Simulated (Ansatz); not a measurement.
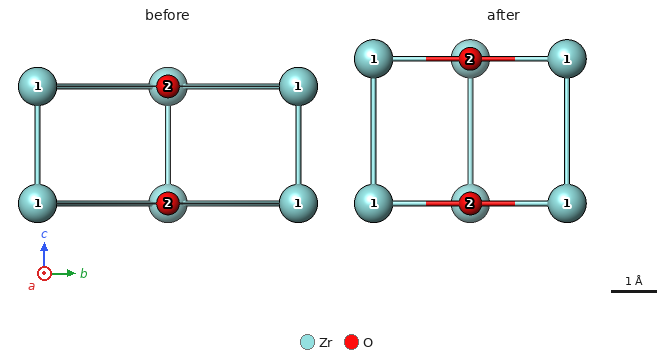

The structure of solid ZrO (a generated structure, set up in Cmmm) before (left) and after (right) a relaxation, at one scale.

The picture is a ball-and-stick view of the conventional cell (2 times the calculation's cell), seen along the a axis. Lengths and directions refer to the drawn axes.

The run lets cell and atoms move.

All numbers below come from Kohn-Sham DFT of a periodic cell, HSE06, Ansatz PAW in Ansatz.

The input:
```yaml
crystal:
  lattice:
    - [1.82663986, -2.91884927, 0.0]
    - [1.82663986, 2.91884927, 0.0]
    - [0.0, 0.0, 2.61993837]
  atoms:
    - { symbol: Zr, position: [0.0, 0.0, 0.0] }
    - { symbol: O, position: [0.5, 0.5, 0.0] }
hamiltonian:
  xc: hse06
  pseudopotentials: { kind: paw }
kpoints:
  mp_grid: { grid: [5, 5, 5] }
scf:
  occupations: { method: fermi_dirac, width: 0.05 }
output:
  forces: true
  stress: true
  eigenvalues: true
relax:
  f_tol: 0.01
  max_steps: 40
  cell: { stress_tol: 0.05 }
```

Q: What changed between the two?

A: The energy falls by 3.304 eV per cell of the calculation in 16 accepted moves (19 points after the start). All forces vanish by symmetry, so only the cell relaxes. Pressure: 59.89 GPa at the start and 0.01 GPa at the end. The SCF was repeated 3 times at an unchanged geometry on a basis and grid sized afresh for the cell, which shifted the energy by 0.144 eV per cell of the calculation at most. The atoms keep their places relative to the cell (all moves are under 0.005 Å). The volume changes by +8.7 %, with a 3.653 → 4.330 Å (+18.5 %), b 5.838 → 4.332 Å (−25.8 %), c 2.620 → 3.238 Å (+23.6 %). Among the contacts that change: Zr1–O2 2.919 → 2.166 Å, Zr1–Zr1 2.620 → 3.238 Å, Zr1–Zr1 (another image) 3.443 → 3.062 Å, Zr1–O2 (another image) 1.827 → 2.165 Å. New bonds form, among them: Zr1–O2 (2.92 → 2.17 Å). The space group (tolerance 0.01 Å) goes from Cmmm (No. 65) to P4/mmm (No. 123). Cost: 5.5 min on 1 × NVIDIA H100 80GB HBM3 with 2 threads of AMD EPYC 7R13 Processor (Zen 3) (shared host), peak memory 2 GiB.

Limits of the set-up: the k-point mesh is coarse for a cell with partly filled bands; layers or molecules are held without a dispersion correction, so their spacing is unreliable.
